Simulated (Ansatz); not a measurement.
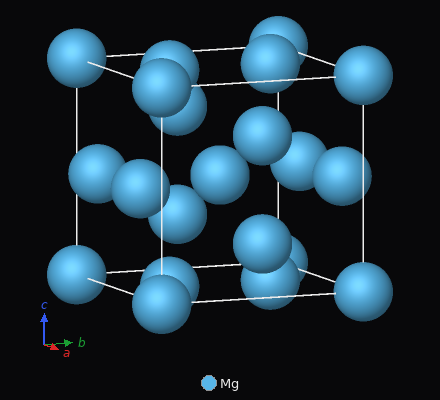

Mg (Pm-3n, No. 223): the end point of a relaxation with DFT, PBEsol, plane waves (420 eV) with PAW, scalar-relativistic (Ansatz); the starting structure was generated, so it need not be a known form of this composition.

```yaml
crystal:
  lattice:
    - [5.69023, 0.00000, 0.00000]
    - [0.00000, 5.69023, 0.00000]
    - [0.00000, 0.00000, 5.69023]
  atoms:
    - { symbol: Mg, position: [0.00000, 0.00000, 0.00000] }
    - { symbol: Mg, position: [0.50000, 0.50000, 0.50000] }
    - { symbol: Mg, position: [0.25000, 0.00000, 0.50000] }
    - { symbol: Mg, position: [0.75000, 0.00000, 0.50000] }
    - { symbol: Mg, position: [0.50000, 0.25000, 0.00000] }
    - { symbol: Mg, position: [0.50000, 0.75000, 0.00000] }
    - { symbol: Mg, position: [0.00000, 0.50000, 0.25000] }
    - { symbol: Mg, position: [0.00000, 0.50000, 0.75000] }
```

What will a HAADF-like image along [110] show? Simulated incoherent Z contrast: every atom adds Z^1.8 spread by a probe of 0.56 Å full width; channelling and multiple scattering are left out. The probe carries 15 % of its weight in a tail 2.5 times as wide. Shot noise and a slight drift were added.

The columns repeat on a rectangular net of 2.85 × 4.02 Å (plane group p2mm). All columns are alike (Mg). The shortest distance between visible columns is 1.01 Å in projection. Along the beam the structure repeats every 8.05 Å.

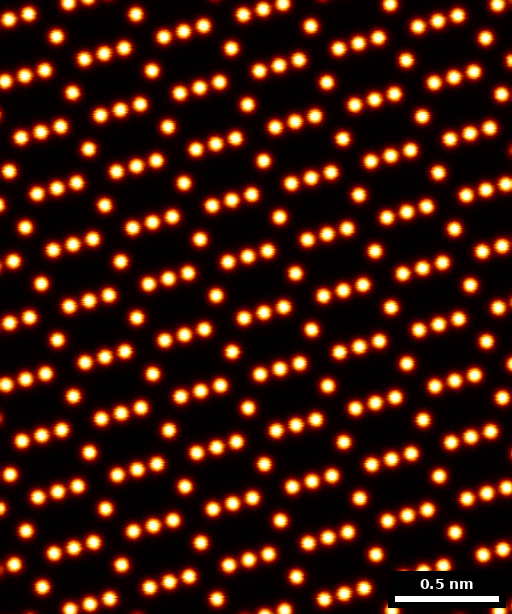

The simulated image.
